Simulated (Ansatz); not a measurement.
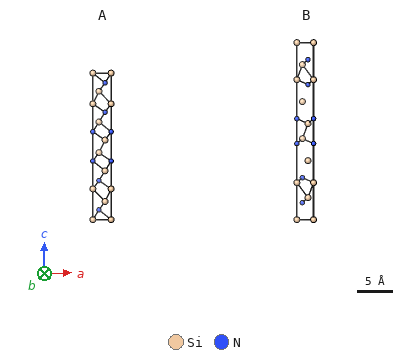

Two geometries of crystalline Si3N2 (built on the tetradymite_166 type) (coarse preliminary run), drawn at one scale. One is the start of a relaxation, the other its converged end. Style: ball-and-stick. Shown: the conventional cell (3 times the calculation's cell), along the b axis. Lengths and directions refer to the drawn axes.

Computed with DFT PBE, scalar-relativistic, plane waves, PAW (Ansatz 0.2.0). Settings: plane-wave cutoff 420 eV; k-point mesh 6 × 6 × 6; occupations gaussian; smearing width 0.1 eV; no spin polarisation; cell and atoms relaxed; force threshold 0.04 eV/Å; at most 70 steps.

**Which one is relaxed?**

Structure B is the relaxed one. Case: anti-tetradymite type (R-3m, No. 166). The energy falls by 635 meV per atom in 11 accepted moves (14 points after the start). Largest force component: 1.3 eV/Å at the start, 0.031 eV/Å at the end. The pressure goes from −14.02 to 0.11 GPa. The line search rejected the trial step at point 7 of the run. The SCF was repeated twice at an unchanged geometry on a basis and grid sized afresh for the cell, which shifted the energy by 12.7 meV per atom at most. The largest moves relative to the cell, 0.77 Å, are those of N atoms. By element the largest moves are N 0.77 Å, Si 0.01 Å. Cell: a = b 3.097 → 2.827 Å (−8.7 %), c 21.532 → 26.013 Å (+20.8 %). Volume +0.7 %. Near-neighbour distances that change, for instance: N–Si 2.293 → 2.990 Å, N–Si 2.171 → 1.785 Å, Si–Si 2.569 → 2.751 Å. Among the angles between lasting bonds that change: Si–Si–N 168.7° → 150.3°, Si–N–Si 91.0° → 104.7°, N–Si–N 91.0° → 104.7°. The space group stays R-3m (No. 166).
